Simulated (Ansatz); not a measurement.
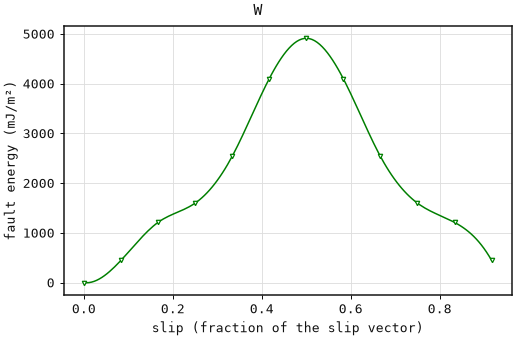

The plot gives the computed fault energy against slip for W, space group Im-3m (No. 229).

The given structure:
```
CELL_PARAMETERS angstrom
-1.59730 1.59730 -1.59730
-1.59730 -1.59730 1.59730
0.00000 6.38920 6.38920
ATOMIC_POSITIONS crystal
W 0.00000 0.00000 0.87500
W 0.50000 0.50000 0.12500
W 0.00000 0.00000 0.37500
W 0.50000 0.50000 0.62500
```

Calculation (Ansatz 0.2.0): rigid slide of a crystal across a plane by tilting cell vector c, one fault a cell, unrelaxed, by plane-wave density functional theory with PAW datasets, free energies less that of the undisturbed cell; scalar-relativistic. Level: PBEsol, no spin polarisation.

```
          setting                                        value
      wave cutoff                                       420 eV
           k mesh                                      18×18×5
      occupations                                     Gaussian
   smearing width                                      0.15 eV
          k shift                       (0, 0, 0) (mesh steps)
            start                                     as given
height of the cut                0 (fraction of cell vector c)
      slip vector  (1, -1) (multiples of cell vectors a and b)
```

The points at slip 0.5833, 0.6667, 0.75, 0.8333 and 0.9167 follow from computed ones by symmetry.

**How high is the barrier to slip, and is there a metastable fault?**

The highest fault energy among the points, the barrier to rigid slip along this vector, is 4910 mJ/m² at slip 0.5; no local minimum, hence no metastable fault, shows among the points.

**What does the calculation give for the spacing at cut?**

2.26 Å.

Keep in mind: atoms far too close at some points of the scan; reference crystal is not relaxed.
